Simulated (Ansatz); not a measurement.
Consider Ga₅As₂P₃.

Input

```
crystal:
  lattice:
    - [-1.9810533249, 1.9810533249, 13.9803998847]
    - [1.9810533249, -1.9810533249, 13.9803998847]
    - [1.9810533249, 1.9810533249, -13.9803998847]
  atoms:
    - { symbol: Ga, position: [0.9029899537, 0.9029899537, 0.0] }
    - { symbol: Ga, position: [0.5, 0.5, 0.0] }
    - { symbol: Ga, position: [0.0970100463, 0.0970100463, 0.0] }
    - { symbol: Ga, position: [0.7014201395, 0.7014201395, 0.0] }
    - { symbol: Ga, position: [0.2985798605, 0.2985798605, 0.0] }
    - { symbol: P, position: [0.548521239, 0.048521239, 0.5] }
    - { symbol: P, position: [0.75, 0.25, 0.5] }
    - { symbol: P, position: [0.951478761, 0.451478761, 0.5] }
    - { symbol: As, position: [0.1492169944, 0.6492169944, 0.5] }
    - { symbol: As, position: [0.3507830056, 0.8507830056, 0.5] }
basis:
  ecutwfc: 420
kpoints:
  mp_grid: { grid: [10, 10, 10] }
hamiltonian:
  xc: pbe
scf:
  occupations: { method: gaussian, width: 0.02 }
output:
  forces: true
  stress: true
  eigenvalues: true
  write_density: true
  write_potential: true
  elf: true
  volumetric_format: npy
relax:
  adjacent_minimum: "off"
  f_tol: 0.01
  max_steps: 80
  cell: { stress_tol: 0.05 }
```

Launched as:

```sh
ansatz run input.yaml --threads 4 --pin off --max-ram 8192MiB --backend cpu --events-out ev --progress --plain --runs-dir out
```

Below, planes, directions and counts refer to the conventional cell (a = 3.96 Å, b = 3.96 Å, c = 28.03 Å, α = 90.00°, β = 90.00°, γ = 90.00°).

The fields are those of the run's last geometry, not of the input's.

Space group I-4m2; a structure generated by program, which may or may not match a known phase.

Level of theory: DFT PBE, scalar-relativistic, plane waves, PAW in Ansatz.

> Predict the valence pseudo-density and electron localisation function between the atoms.

Ga–P (2.40 Å): ρ is about 0.51 e/Å³ halfway; the ELF peaks at about 0.90 in the valence shell of P, 0.9 Å from its nucleus, and is about 0.75 at the midpoint.
Ga–As (2.46 Å): the density is about 0.49 e/Å³ at the midpoint; the ELF peaks at about 0.80 between the atoms, as expected for localised, covalent bonding.

> Metal or insulator at this level of theory?

It is gapped, with a Kohn–Sham gap of 0.94 eV on the k-point mesh (the band edges may lie off the mesh, which would make the gap smaller).

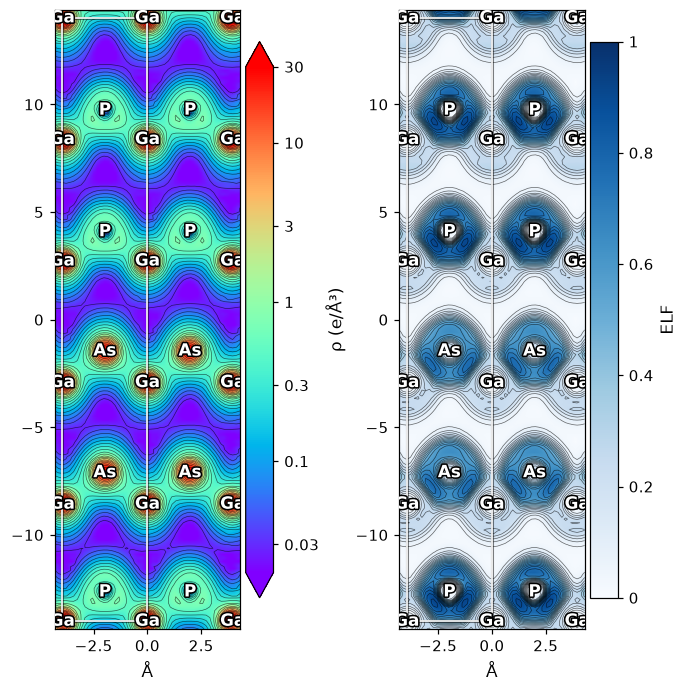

Computed valence pseudo-density and electron localisation function on the (010) plane of the conventional cell, in this order. 

Core electrons are frozen (PAW), and the valence fields are smoothed inside the atomic spheres.
